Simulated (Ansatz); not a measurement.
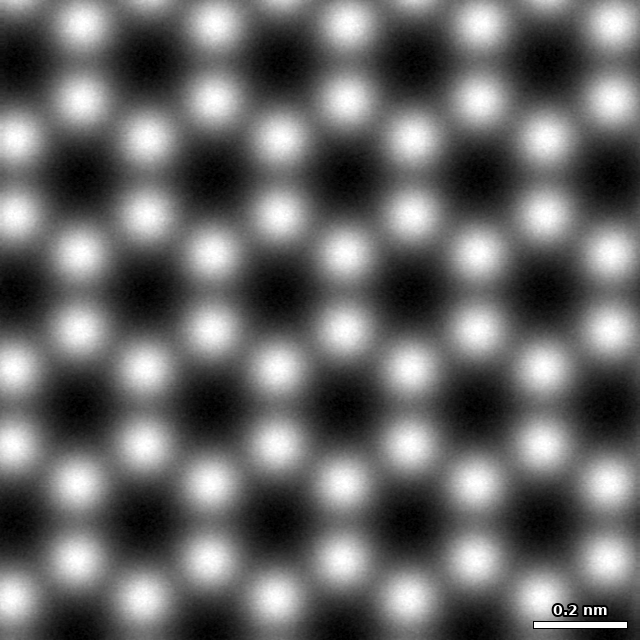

iDPC-like image of a crystal. Simulated as the projected potential of neutral atoms (B = 0.5 Å²) blurred by a 0.81 Å probe, the thin-sample limit of integrated differential phase contrast. The display is stretched by a gamma of 0.8; percentages refer to the linear signal. Shot noise and a slight drift were added.

**Give the net of the columns and its spacings.**

The pattern repeats on a hexagonal net with a repeat of 2.9 Å.

**What is the plane group of the image?**

p6mm: sixfold points with mirror lines through them.

**How many columns does the smallest repeating cell hold, and how many levels of brightness?**

2 columns in the primitive cell of 7.3 Å², all of one brightness.

The crystal is Ta (P6_3/mmc, No. 194) seen along [001]. Structure used: the end point of a relaxation with DFT PBE, scalar-relativistic, plane waves, PAW in Ansatz; the starting structure was generated, so it need not be a known form of this composition.
